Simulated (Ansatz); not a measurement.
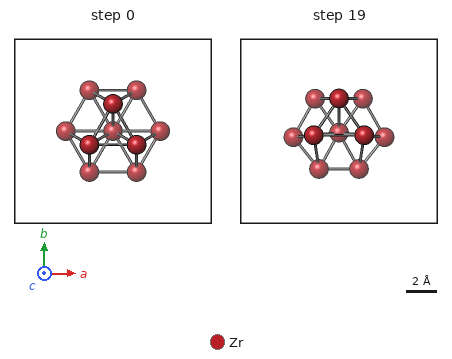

The structure of a wire of composition Zr before (left) and after (right) a relaxation, at one scale.

Style: ball-and-stick. Shown: the cell of the calculation, with the vacuum cut short, along the c axis.

Case: wire along [0 0 1], 10 atoms a period.

Method: DFT PBE, scalar-relativistic, plane waves, PAW in Ansatz. (plane-wave cutoff 420 eV; k-point mesh 1 × 1 × 7; occupations gaussian; smearing width 0.05 eV; no spin polarisation; cell relaxed at fixed a, b, alpha, beta, gamma; force threshold 0.02 eV/Å; at most 45 steps)

### Summarise the run.

The largest moves relative to the layer's centre, 0.66 Å, are those of Zr atoms. Along the periodic axis the drawn cell goes c 5.169 → 4.829 Å (−6.6 %). Among the contacts that change: Zr–Zr 4.540 → 3.479 Å, Zr–Zr 3.233 → 2.734 Å, Zr–Zr 3.233 → 2.793 Å, Zr–Zr 3.188 → 2.790 Å. Bond angles that change, for instance: Zr–Zr–Zr 90.0° → 73.4°, Zr–Zr–Zr 108.3° → 91.9°, Zr–Zr–Zr 90.0° → 106.2°. After 15 accepted moves (19 points after the start) the energy has fallen by 2.591 eV per cell of the calculation. Largest force component: 1.8 eV/Å at the start, 0.0071 eV/Å at the end. The line search rejected the trial steps at points 8, 13, 16 of the run. At 1 point the geometry stayed and the basis and grid were re-selected for the new cell (energy shift of 1.4 meV per cell of the calculation at most each time). Cost: 3.5 min on 4 threads of Intel(R) Xeon(R) 6975P-C (Granite Rapids), on a shared host, peak memory 1.9 GiB.
